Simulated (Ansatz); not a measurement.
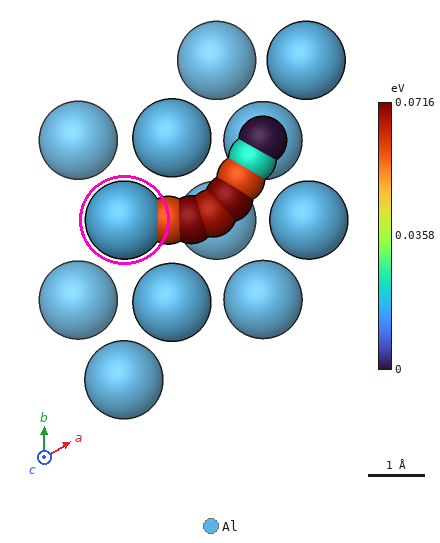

NEB run on Al on Al(111) (13 atoms in the cell). Images are numbered from 0 (start) to 8 (end). The start is drawn whole; smaller spheres mark the moving atoms (Al) in the later images, joined by lines and coloured by the energy of the image relative to the start. A spheres-only model of the simulation cell, with the vacuum cut short (origin moved), seen along the c axis. The moving atom is ringed, with any periodic copies.

The calculation used DFT LDA, scalar-relativistic, plane waves, PAW in Ansatz 0.2.0. Settings: plane-wave cutoff 420 eV; k-point mesh 4 × 4 × 1; Gaussian smearing 0.05 eV; 4 atoms held fixed; 7 movable images; climbing image; force threshold 0.05 eV/Å; iteration limit 33; starting path by image-dependent pair potential.

> What moves, how far, and at what cost in energy?

The adsorbate starts on a bridge site and hops by a lattice vector of the surface; other mechanisms, such as exchange with a surface atom, weren't searched. An Al atom travels furthest, 2.86 Å from end to end, on a path that bends up to 0.68 Å away from the straight line. At the highest image its nearest neighbour (Al) is 2.68 Å away, against 2.71 Å at the start, and the surrounding atoms stand up to 0.11 Å off the mean of their end positions. The two ends have the same energy, and the highest point, image 3, lies 0.072 eV above the start. The band converged in 6 iterations. The largest component of the band force went from 0.53 to 0.038 eV/Å. The climbing image converged on the top of the path. A check of its curvatures didn't confirm a first-order saddle.

Limits of the set-up: the periodic images lie only 5.7 Å apart, so the values are limited by the cell's size.
